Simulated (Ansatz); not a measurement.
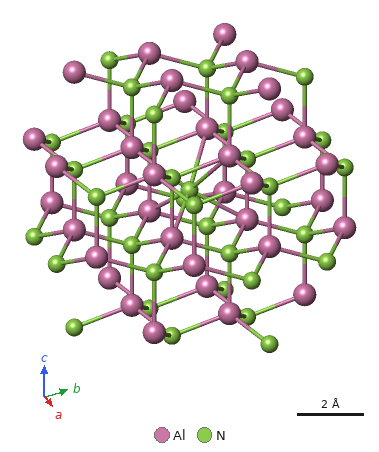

This is the input geometry for a relaxation of a defect cell of composition Al36N37 (coarse preliminary run). A ball-and-stick model of the atoms within 5.8 Å of the atom that moves most (axes of the cell of the calculation (origin shifted)), seen slightly off an axis.

Case: N interstitial, charge +0, atoms relaxed at the host's cell.

These are results of DFT PBE, scalar-relativistic, plane waves, PAW in Ansatz 0.2.0, not measurements.

Settings: plane-wave cutoff 420 eV; k-point mesh 1 × 1 × 1; occupations gaussian; smearing width 0.01 eV; collinear spin; atoms relaxed in a fixed cell; force threshold 0.025 eV/Å; at most 45 steps.

```
CELL_PARAMETERS angstrom
9.39063 0.00000 0.00000
-4.69531 8.13252 0.00000
0.00000 0.00000 10.03609
ATOMIC_POSITIONS crystal
Al 0.22222 0.11111 0.24962
Al 0.22222 0.11111 0.74962
Al 0.22222 0.44444 0.24962
Al 0.22222 0.44444 0.74962
Al 0.22222 0.77778 0.24962
Al 0.22222 0.77778 0.74962
Al 0.55556 0.11111 0.24962
Al 0.55556 0.11111 0.74962
Al 0.55556 0.44444 0.24962
Al 0.55556 0.44444 0.74962
Al 0.55556 0.77778 0.24962
Al 0.55556 0.77778 0.74962
Al 0.88889 0.11111 0.24962
Al 0.88889 0.11111 0.74962
Al 0.88889 0.44444 0.24962
Al 0.88889 0.44444 0.74962
Al 0.88889 0.77778 0.24962
Al 0.88889 0.77778 0.74962
Al 0.11111 0.22222 0.49962
Al 0.11111 0.22222 0.99962
Al 0.11111 0.55556 0.49962
Al 0.11111 0.55556 0.99962
Al 0.11111 0.88889 0.49962
Al 0.11111 0.88889 0.99962
Al 0.44444 0.22222 0.49962
Al 0.44444 0.22222 0.99962
Al 0.44444 0.55556 0.49962
Al 0.44444 0.55556 0.99962
Al 0.44444 0.88889 0.49962
Al 0.44444 0.88889 0.99962
Al 0.77778 0.22222 0.49962
Al 0.77778 0.22222 0.99962
Al 0.77778 0.55556 0.49962
Al 0.77778 0.55556 0.99962
Al 0.77778 0.88889 0.49962
Al 0.77778 0.88889 0.99962
N 0.22222 0.11111 0.44038
N 0.22222 0.11111 0.94038
N 0.22222 0.44444 0.44038
N 0.22222 0.44444 0.94038
N 0.22222 0.77778 0.44038
N 0.22222 0.77778 0.94038
N 0.55556 0.11111 0.44038
N 0.55556 0.11111 0.94038
N 0.55556 0.44444 0.44038
N 0.55556 0.44444 0.94038
N 0.55556 0.77778 0.44038
N 0.55556 0.77778 0.94038
N 0.88889 0.11111 0.44038
N 0.88889 0.11111 0.94038
N 0.88889 0.44444 0.44038
N 0.88889 0.44444 0.94038
N 0.88889 0.77778 0.44038
N 0.88889 0.77778 0.94038
N 0.11111 0.22222 0.19038
N 0.11111 0.22222 0.69038
N 0.11111 0.55556 0.19038
N 0.11111 0.55556 0.69038
N 0.11111 0.88889 0.19038
N 0.11111 0.88889 0.69038
N 0.44444 0.22222 0.19038
N 0.44444 0.22222 0.69038
N 0.44444 0.55556 0.19038
N 0.44444 0.55556 0.69038
N 0.44444 0.88889 0.19038
N 0.44444 0.88889 0.69038
N 0.77778 0.22222 0.19038
N 0.77778 0.22222 0.69038
N 0.77778 0.55556 0.19038
N 0.77778 0.55556 0.69038
N 0.77778 0.88889 0.19038
N 0.77778 0.88889 0.69038
N 0.00000 0.00000 0.10417
```

Q: What does the optimiser find from here?

A: After 4 geometry steps the energy has fallen by 0.988 eV per cell of the calculation. The largest force component goes from 2.5 to 0.0079 eV/Å. N73 moves most: 0.25 Å along −c. Largest moves by element: N 0.25 Å, Al 0.06 Å. The cell stays as it was. Among the contacts that change: Al13–N73 2.323 → 2.507 Å, Al20–N73 2.090 → 1.972 Å, Al20–N55 1.915 → 2.024 Å, Al20–N38 1.902 → 1.953 Å. Among the angles between lasting bonds that change: N55–Al20–N73 59.9° → 68.0°, Al20–N73–Al24 97.0° → 104.0°, N55–Al1–N59 110.7° → 115.9°.

The end point in the same view:

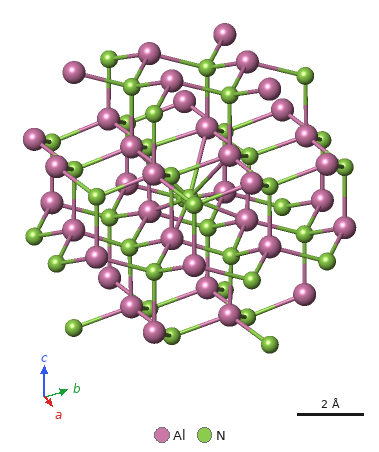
